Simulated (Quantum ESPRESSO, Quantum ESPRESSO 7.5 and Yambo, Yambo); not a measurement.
## A GW chain in Yambo: GaP (F-43m)

How does a plane-wave GW calculation on GaP (F-43m) run from the first input to the gap?

Method: PBE and many-body steps on it, plane waves, in Quantum ESPRESSO 7.5 and Yambo 5.3.0.

**The experiments to reproduce.**

- Gap 2.25 ± 0.04 eV: optical gap from Tauc plot (fundamental, indirect); spectroscopic ellipsometry, Tauc-Lorentz fit and Tauc plot; 300 K; film (GaP layer on Si reference sample) on Si (“Assessment of GaPSb/Si tandem material association properties for photoelectrochemical cells”, 2020, arxiv:2002.02774).

This is a report of a sequence of runs, with most program output left out.

### 1. Set-up

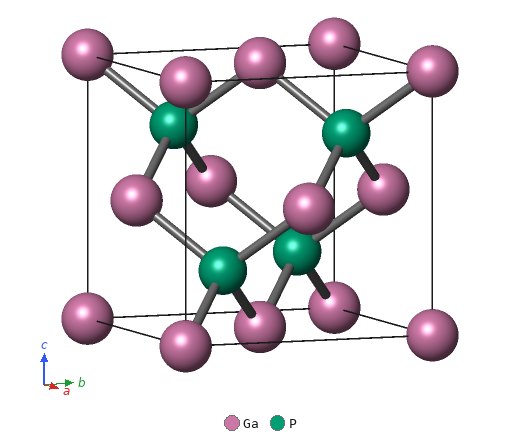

The cell as given, slightly off an axis (gallium pink, phosphorus teal). This picture shows the conventional cell, with its axes. Bonds to atoms that aren't drawn are left out. Some periodic images of atoms are drawn too.

The cell and positions come from the Crystallography Open Database and are kept as given unless a step says otherwise.

### 2. Ground state

This step: Quantum ESPRESSO 7.5; DFT, PBE, plane waves, norm-conserving pseudopotentials.

The ground-state density comes first.

Input file pw.in:

```
&control
  calculation = 'scf'
  prefix = 'x'
  outdir = 'o'
  pseudo_dir = 'pseudo'
/
&system
  ibrav = 0
  nat = 2
  ntyp = 2
  ecutwfc = 72.0
  nbnd = 14
  force_symmorphic = .true.
/
&electrons
  conv_thr = 1e-10
  electron_maxstep = 80
  mixing_beta = 0.5
/
ATOMIC_SPECIES
  Ga 69.723 Ga.upf
  P 30.974 P.upf
CELL_PARAMETERS angstrom
  0.0000000000 2.7252500000 2.7252500000
  2.7252500000 0.0000000000 2.7252500000
  2.7252500000 2.7252500000 0.0000000000
ATOMIC_POSITIONS crystal
  Ga 0.0000000000 0.0000000000 0.0000000000
  P 0.2500000000 0.2500000000 0.2500000000
K_POINTS automatic
  6 6 6 0 0 0
```

The run is started by

```console
$ OMP_NUM_THREADS=1 mpirun -n 4 pw.x -nk 4 -in pw.in > pw.out
```

Wall time 3.4 s (4 MPI ranks of Arm Neoverse V1, shared host); peak memory 0.22 GiB.

This step gave:

- total energy: -2270.1829 eV
- gap: 1.653 eV
- k of the valence top: 0, 0, 0
- k of the conduction bottom: 0, -0.5, -0.5
- least direct gap: 1.817 eV

The gap is indirect, with the least direct gap 0.16 eV higher.

### 3. Bands along the symmetry lines

The cheap functional maps the bands first; the places of the edges decide which points the dearer methods must see.

Input file pw.in:

```
&control
  calculation = 'bands'
  prefix = 'x'
  outdir = 'o'
  pseudo_dir = 'pseudo'
/
&system
  ibrav = 0
  nat = 2
  ntyp = 2
  ecutwfc = 72.0
  nbnd = 15
  force_symmorphic = .true.
/
&electrons
  conv_thr = 1e-9
  electron_maxstep = 80
  diago_full_acc = .true.
  diago_thr_init = 5e-6
/
ATOMIC_SPECIES
  Ga 69.723 Ga.upf
  P 30.974 P.upf
CELL_PARAMETERS angstrom
  0.0000000000 2.7252500000 2.7252500000
  2.7252500000 0.0000000000 2.7252500000
  2.7252500000 2.7252500000 0.0000000000
ATOMIC_POSITIONS crystal
  Ga 0.0000000000 0.0000000000 0.0000000000
  P 0.2500000000 0.2500000000 0.2500000000
K_POINTS crystal
  50
  0.00000000 0.00000000 0.00000000 1
  -0.06250000 -0.06250000 0.00000000 1
  -0.12500000 -0.12500000 0.00000000 1
  -0.18750000 -0.18750000 0.00000000 1
  -0.25000000 -0.25000000 0.00000000 1
  -0.31250000 -0.31250000 0.00000000 1
  -0.37500000 -0.37500000 0.00000000 1
  -0.43750000 -0.43750000 0.00000000 1
  -0.50000000 -0.50000000 0.00000000 1
  -0.48437500 -0.48437500 0.03125000 1
  -0.46875000 -0.46875000 0.06250000 1
  -0.45312500 -0.45312500 0.09375000 1
  -0.43750000 -0.43750000 0.12500000 1
  -0.42187500 -0.42187500 0.15625000 1
  -0.40625000 -0.40625000 0.18750000 1
  -0.39062500 -0.39062500 0.21875000 1
  -0.37500000 -0.37500000 0.25000000 1
  -0.37500000 0.00000000 0.37500000 1
  -0.32812500 0.00000000 0.32812500 1
  -0.28125000 0.00000000 0.28125000 1
  -0.23437500 0.00000000 0.23437500 1
  -0.18750000 0.00000000 0.18750000 1
  -0.14062500 0.00000000 0.14062500 1
  -0.09375000 0.00000000 0.09375000 1
  -0.04687500 0.00000000 0.04687500 1
  0.00000000 0.00000000 0.00000000 1
  0.00000000 0.00000000 0.06250000 1
  0.00000000 0.00000000 0.12500000 1
  0.00000000 0.00000000 0.18750000 1
  0.00000000 0.00000000 0.25000000 1
  0.00000000 0.00000000 0.31250000 1
  0.00000000 0.00000000 0.37500000 1
  0.00000000 0.00000000 0.43750000 1
  -0.00000000 -0.00000000 0.50000000 1
  -0.06250000 -0.03125000 0.46875000 1
  -0.12500000 -0.06250000 0.43750000 1
  -0.18750000 -0.09375000 0.40625000 1
  -0.25000000 -0.12500000 0.37500000 1
  -0.31250000 -0.15625000 0.34375000 1
  -0.37500000 -0.18750000 0.31250000 1
  -0.43750000 -0.21875000 0.28125000 1
  -0.50000000 -0.25000000 0.25000000 1
  -0.50000000 -0.28125000 0.21875000 1
  -0.50000000 -0.31250000 0.18750000 1
  -0.50000000 -0.34375000 0.15625000 1
  -0.50000000 -0.37500000 0.12500000 1
  -0.50000000 -0.40625000 0.09375000 1
  -0.50000000 -0.43750000 0.06250000 1
  -0.50000000 -0.46875000 0.03125000 1
  -0.50000000 -0.50000000 0.00000000 1
```

Elapsed: 3.6 s, on 4 MPI ranks; peak memory 0.2 GiB; 14 s of CPU time.

This step gave:

| Item | Value |
| --- | --- |
| gap | 1.593 eV |
| k of the valence top | 0, 0, 0 |
| k of the conduction bottom | -0.4375, -0.4375, 0 |
| least direct gap | 1.817 eV |

The gap is 1.593 eV, −0.060 eV from the run before at this level.

Electronic bands along the path, in eV, zero at the top of the highest filled band:

```csv
point,band 6,band 7,band 8,band 9,band 10,band 11,band 12,band 13
Γ,-12.49,0.00,0.00,0.00,1.82,3.89,3.89,3.89
X,-9.53,-6.75,-2.68,-2.68,1.65,1.82,10.57,10.57
U,-9.57,-6.55,-3.94,-2.25,2.19,4.80,8.23,8.26
jump to K,-9.57,-6.55,-3.94,-2.25,2.19,4.80,8.23,8.26
Γ,-12.49,0.00,0.00,0.00,1.82,3.89,3.89,3.89
L,-10.43,-6.63,-1.12,-1.12,1.67,4.72,4.72,8.29
W,-9.44,-6.55,-3.58,-3.42,4.70,4.86,6.10,6.15
X,-9.53,-6.75,-2.68,-2.68,1.65,1.82,10.57,10.57
```

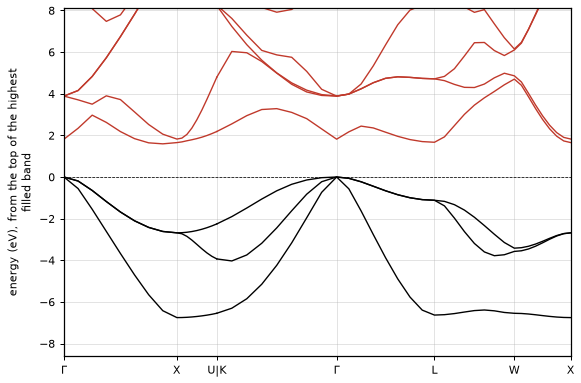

Electronic bands along the path; lines of filled and empty bands in two colours.

### 4. Empty states on the mesh, 4×4×4 mesh, 100 bands

The sums over transitions need many empty states on a uniform mesh; this step solves for them.

Input file pw.in:

```
&control
  calculation = 'nscf'
  prefix = 'x'
  outdir = 'o'
  pseudo_dir = 'pseudo'
/
&system
  ibrav = 0
  nat = 2
  ntyp = 2
  ecutwfc = 72.0
  nbnd = 100
  force_symmorphic = .true.
/
&electrons
  conv_thr = 1e-9
  electron_maxstep = 80
  diago_full_acc = .true.
  diago_thr_init = 5e-6
/
ATOMIC_SPECIES
  Ga 69.723 Ga.upf
  P 30.974 P.upf
CELL_PARAMETERS angstrom
  0.0000000000 2.7252500000 2.7252500000
  2.7252500000 0.0000000000 2.7252500000
  2.7252500000 2.7252500000 0.0000000000
ATOMIC_POSITIONS crystal
  Ga 0.0000000000 0.0000000000 0.0000000000
  P 0.2500000000 0.2500000000 0.2500000000
K_POINTS automatic
  4 4 4 0 0 0
```

Wall time 4.7 s (4 MPI ranks); peak memory 0.28 GiB.

This step gave:

| Property | Result |
| --- | --- |
| gap | 1.653 eV |
| k of the valence top | 0, 0, 0 |
| k of the conduction bottom | 0, -0.5, -0.5 |
| least direct gap | 1.817 eV |
| k points computed | 8 |
| lowest point of the top converged band, above the valence top | 88.9156 eV |

On this mesh the gap is 1.653 eV.

### 5. Conversion and set-up

This step: Yambo 5.3.0; conversion and set-up on PBE, plane waves, norm-conserving pseudopotentials.

The states are converted to the many-body program's format and the q mesh is built.

The run is started by

```console
$ (cd o/x.save; p2y > p2y.log; mv SAVE ../..); yambo > setup.log
```

Run time: 2.4 s. Hardware: 1 MPI rank; peak memory 0.24 GiB.

### 6. Screening and self-energy, 4×4×4 mesh, 100 bands, screening to 129.3 eV

Now the one-shot GW correction: screening in the RPA, then the self-energy of the levels asked for.

This step: G0W0 on PBE, plane waves, norm-conserving pseudopotentials.

Input file gw1.in:

```
HF_and_locXC
gw0
dyson
ppa
em1d
rim_cut
RandQpts= 1000000
RandGvec= 1 RL
EXXRLvcs= 72 Ry
VXCRLvcs= 288 Ry
Chimod= "HARTREE"
% BndsRnXp
 1 | 100 |
%
NGsBlkXp= 9.5 Ry
% LongDrXp
 1 | 1 | 1 |
%
% GbndRnge
 1 | 100 |
%
DysSolver= "n"
ExtendOut
PPAPntXp= 27.21138 eV
% QPkrange
 1 | 8 | 6 | 13 |
%
```

The run is started by

```console
$ OMP_NUM_THREADS=1 mpirun -n 4 yambo -F gw1.in -J gw1 -C gw1 > gw1.log
```

It took 2.6 min on 4 MPI ranks; peak memory 1.4 GiB; 11 min of CPU time.

This step gave:

| Quantity | Value |
| --- | --- |
| G0W0 gap on the mesh | 2.150 eV |
| starting gap on the mesh | 1.653 eV |
| k of the valence top | 0, 0, 0 |
| k of the conduction bottom | 0, -0.5, -0.5 |
| least direct G0W0 gap on the computed points | 2.352 eV |
| Z at the valence top | 0.7859 |
| Z at the conduction bottom | 0.8102 |

The gap on the mesh goes from 1.65 eV to 2.15 eV, a correction of +0.50 eV.

Limits: finite bands, cutoff and mesh; exchange with frozen shells missing; no spin-orbit coupling; coarse k mesh. v1 is the top filled band, c1 the lowest empty one. Levels before and after the correction, in eV, zero at the valence-band top of each column:

```
           conduction bottom  valence top
Kohn-Sham               1.65         0.00
     G0W0               2.15         0.00
```

```csv
,level,energy (eV)
Kohn-Sham,Γ v3-v1,0.000
Kohn-Sham,Γ c1,1.817
Kohn-Sham,Γ c2-c3,3.887
Kohn-Sham,(0 -0.5 -0.5) v3,-6.755
Kohn-Sham,(0 -0.5 -0.5) v2-v1,-2.683
Kohn-Sham,(0 -0.5 -0.5) c1,1.653
Kohn-Sham,(0 -0.5 -0.5) c2,1.822
Kohn-Sham,(0 -0.5 -0.5) c3,10.575
G0W0,Γ v3-v1,0.000
G0W0,Γ c1,2.352
G0W0,Γ c2-c3,4.340
G0W0,(0 -0.5 -0.5) v3,-7.094
G0W0,(0 -0.5 -0.5) v2-v1,-3.033
G0W0,(0 -0.5 -0.5) c1,2.150
G0W0,(0 -0.5 -0.5) c2,2.436
G0W0,(0 -0.5 -0.5) c3,11.025
```

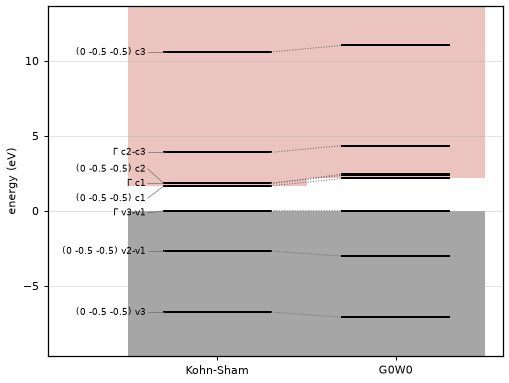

Levels before and after the correction. Shaded: valence and conduction bands.

### 7. Where the time went

Times are wall times on the hardware named with each run, good to a factor of about two.

```csv
step,time,share,memory (GiB)
ground state,3.4 s,2 %,0.22
bands along the symmetry lines,3.6 s,2 %,0.2
empty states on the mesh,4.7 s,3 %,0.28
conversion and set-up,2.4 s,1 %,0.24
screening and self-energy,2.6 min,92 %,1.4
```

### 8. Results

| Property | Result |
| --- | --- |
| PBE gap | 1.59 eV, indirect |
| G0W0 gap on the mesh | 2.15 eV |
| G0W0 gap over the zone (rigid shift) | 2.09 eV |
| GW settings | 4×4×4 mesh, 100 bands, screening to 129.3 eV, Godby-Needs plasmon pole |
| known limits | not at the basis limit; exchange with frozen shells missing; no spin-orbit coupling; coarse k mesh |

What this shows: G0W0 moves the gap on the mesh from 1.65 eV to 2.15 eV (+0.50 eV), with Z of 0.79 and 0.81 at the edges. The mesh misses the band edges by 0.06 eV in all; a rigid shift gives 2.09 eV for the zone. The dearest step here is «screening and self-energy». Against experiment, by G0W0@PBE: the gap of 2.09 eV lies −0.16 eV from the measured 2.25 ± 0.04 eV (indirect, 300 K, on Si, 2020). The calculation has static nuclei and no excitons; a measured gap holds zero-point and thermal motion, which mostly lowers it. Bands and cutoff are finite, so the gap is not at the basis limit. The miss can reach some tenths of an eV and take either sign; the mesh is an error of its own. A denser mesh or path gives a starting gap of 1.59 eV: the GW mesh misses a band edge, so its gaps are not the fundamental one. The 4×4×4 mesh is coarse for this cell, which bears on the long-range parts of exchange and screening. The norm-conserving file of at least one element keeps a d shell over frozen s and p shells of the same row. Exchange with those shells is missing from the self-energy, an error of 0.3 to 0.9 eV in cases checked, whose sign depends on which edge lies on those atoms. The many-body steps are scalar-relativistic: spin-orbit coupling is not in them.

[Paths, hosts, dates, memory and timing lines, banners, echoed tables and standing remarks are left out of the program output.]

[Logs are printed without paths, hosts, clocks, repeated set-up lines and the standing remarks that a program may print on its own settings, such as how far it seeks lower states.]

[Runs of the session that timed out or met a known fault of the program may be left out.]

[Hosts, paths, dates, database ids (printed as entryN), source tags and the programs' standing remarks are cut or masked in the printed files.]
